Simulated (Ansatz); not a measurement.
```yaml
crystal:
  lattice:
    - [3.37361, 0.00000, 0.00000]
    - [-1.68680, 2.92163, 0.00000]
    - [0.00000, 0.00000, 6.74970]
  atoms:
    - { symbol: Nb, position: [0.00000, 0.00000, 0.00000] }
    - { symbol: Nb, position: [0.00000, 0.00000, 0.50000] }
    - { symbol: P, position: [0.33333, 0.66667, 0.25000] }
    - { symbol: P, position: [0.66667, 0.33333, 0.75000] }
```

Space group P6₃/mmc; started from the NiAs prototype, which need not be the ambient phase; changed on purpose from its base cell (volume × 1.040); computed pressure about −6 GPa in this cell.

The calculation used Ansatz, DFT PBE, scalar-relativistic, plane waves, PAW.

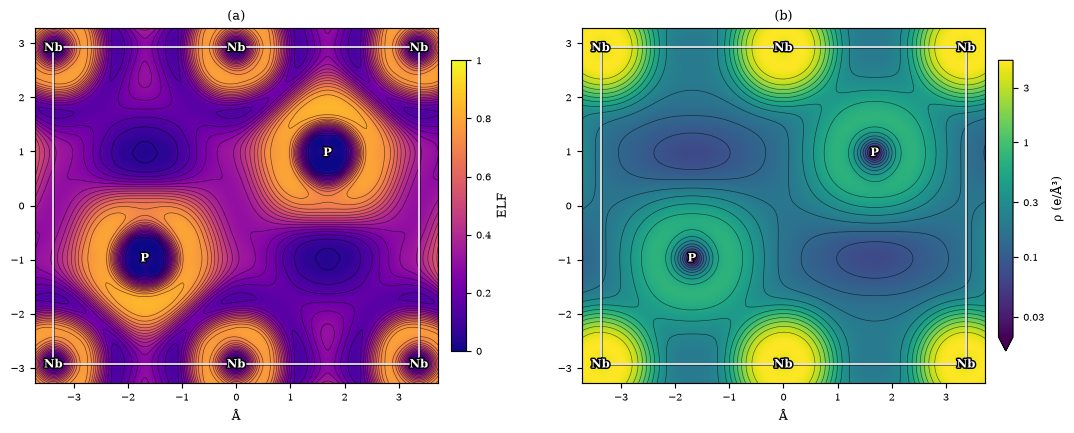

NbP. (a) electron localisation function; (b) valence electron density on the (110) plane of the conventional cell.

### What do the fields say about this system?

- The section cuts through Nb and P sites.
- Nb–P (2.58 Å): the density is about 0.41 e/Å³ at the midpoint; the ELF peaks at about 0.80 in the valence shell of P, 0.8 Å from its nucleus, and is about 0.35 at the midpoint.
- Between the atoms the lowest density in this plane is 0.07 e/Å³.
- The features right at Nb lie inside the PAW spheres, where the map follows smoothed inner orbitals and isn't to be read closely.

### Metal or insulator at this level of theory?

It is gapless in this calculation (a metal or semimetal).
